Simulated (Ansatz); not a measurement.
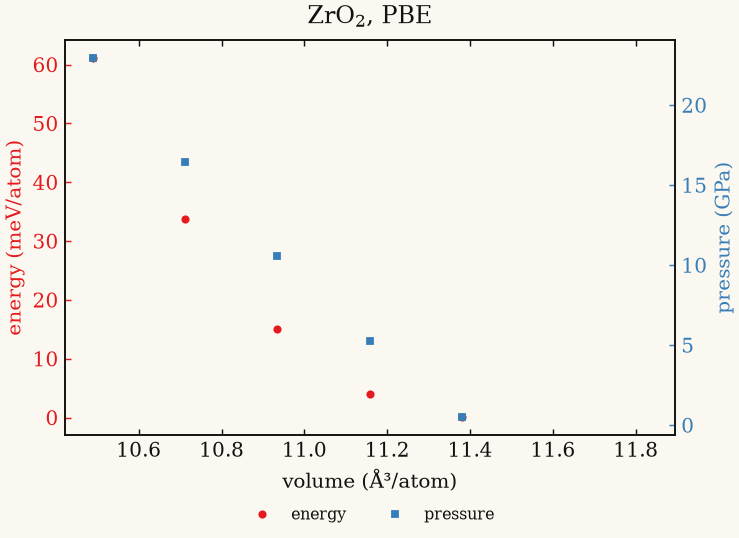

The picture above shows the energy and pressure against volume for ZrO₂, space group P4_2/nmc (No. 137).

Structure:
```
CELL_PARAMETERS angstrom
3.59610 0.00000 0.00000
0.00000 3.59610 0.00000
0.00000 0.00000 5.17700
ATOMIC_POSITIONS crystal
Zr 0.50000 0.50000 0.50000
Zr 0.00000 0.00000 0.00000
O 0.50000 0.00000 0.79700
O 0.50000 0.00000 0.29700
O 0.00000 0.50000 0.70300
O 0.00000 0.50000 0.20300
```

Method: plane-wave DFT, no spin polarisation; energies at scaled volumes of the given cell, shape and fractions fixed, counted from the fit's minimum, third-order Birch-Murnaghan fit (Ansatz 0.2.0). Level: PBE.

- k mesh: 7×7×5
- occupations: Fermi–Dirac
- smearing width: 0.05 eV
- potentials: Ansatz PAW large core
- wave cutoff: 420 eV
- density cutoff: 1680 eV

The points at volume 11.60 Å³/atom and 11.83 Å³/atom are left out of the plot. What values does the calculation give there?

```
volume (Å³/atom)  energy (meV/atom)  pressure (GPa)
           11.60               2.40           -3.84
           11.83              10.53           -7.74
```

Keep in mind: shape and atomic fractions are frozen while scaling, which makes layered, chain and framework solids too stiff.
